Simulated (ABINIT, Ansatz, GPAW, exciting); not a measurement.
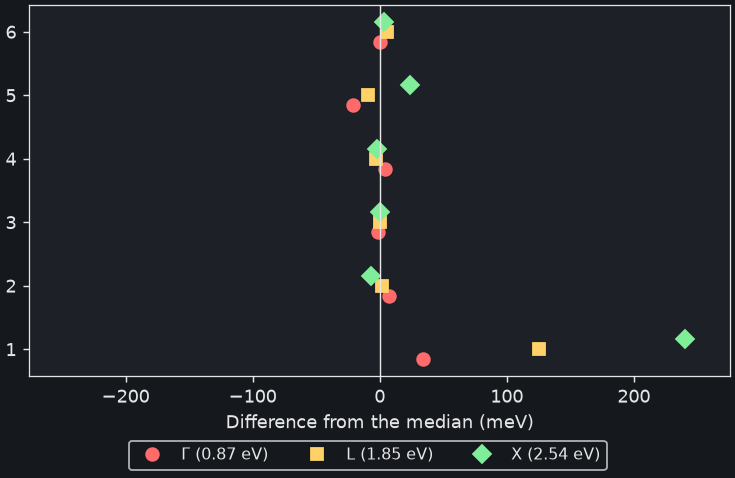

Lowest conduction level at each named k point, counted from the valence-band top at Γ, for zincblende CdTe, space group F-43m, 2 atoms in the primitive cell; cubic a = 6.410 Å. Six runs by four programs used PBE (no spin polarisation, no spin-orbit coupling) on the same cell and 6×6×6 k mesh. The plot shows each result less the median of the plane-wave and all-electron runs, which the legend gives.

Question: The programs are ABINIT, Ansatz, Ansatz (PAW made for the crystal), GPAW, GPAW LCAO and exciting. Which number lies farthest out, and which program is it likely to be?

Answer: Number 1, off by +240 meV at X; it is GPAW LCAO (local basis). The numbers: 1 GPAW LCAO; 2 Ansatz; 3 GPAW; 4 ABINIT; 5 exciting; 6 Ansatz (PAW made for the crystal).

The plane-wave and all-electron programs (Ansatz, ABINIT, exciting, Ansatz (PAW made for the crystal) and GPAW) agree within 32 meV at these points; their potentials differ as well, also in the shells treated as valence. GPAW LCAO departs by up to +240 meV (at X).

```csv
program,kind,valence electrons,Γ (eV),L (eV),X (eV)
GPAW LCAO,local basis,18,0.905,1.974,2.777
Ansatz,plane waves,36,0.878,1.851,2.530
GPAW,plane waves,18,0.870,1.849,2.537
ABINIT,plane waves,18,0.875,1.846,2.535
exciting,all-electron,–,0.850,1.840,2.561
Ansatz (PAW made for the crystal),all-electron,–,0.871,1.855,2.540
```

Settings. GPAW PAW data sets (gpaw-data 1.2.1), lcao:dzp basis, Fermi-Dirac smearing of 0.05 eV (GPAW 26.7.0). PseudoDojo LDA, 1388 eV cutoff, fixed occupations (Ansatz 0.2.0). GPAW PAW data sets (gpaw-data 1.2.1), 500 eV cutoff, Fermi-Dirac smearing of 0.05 eV (GPAW). JTH PAW PBE v2.0, 463 eV cutoff, Fermi-Dirac smearing of 0.05 eV (ABINIT 10.8.3 (patched build)). all-electron LAPW+lo, shipped species files, valence relativity iora*, Gaussian smearing of 0.005 eV (exciting sodium). PAW data sets made for the crystal, Fermi-Dirac smearing of 0.05 eV (Ansatz).

Spin-orbit coupling is left out, which matters for Te. LDA, GGA and most meta-GGA functionals understate gaps. Ansatz: the potentials were made for another functional. GPAW LCAO: the basis of atomic orbitals isn't converged, which shifts gaps and empty levels.
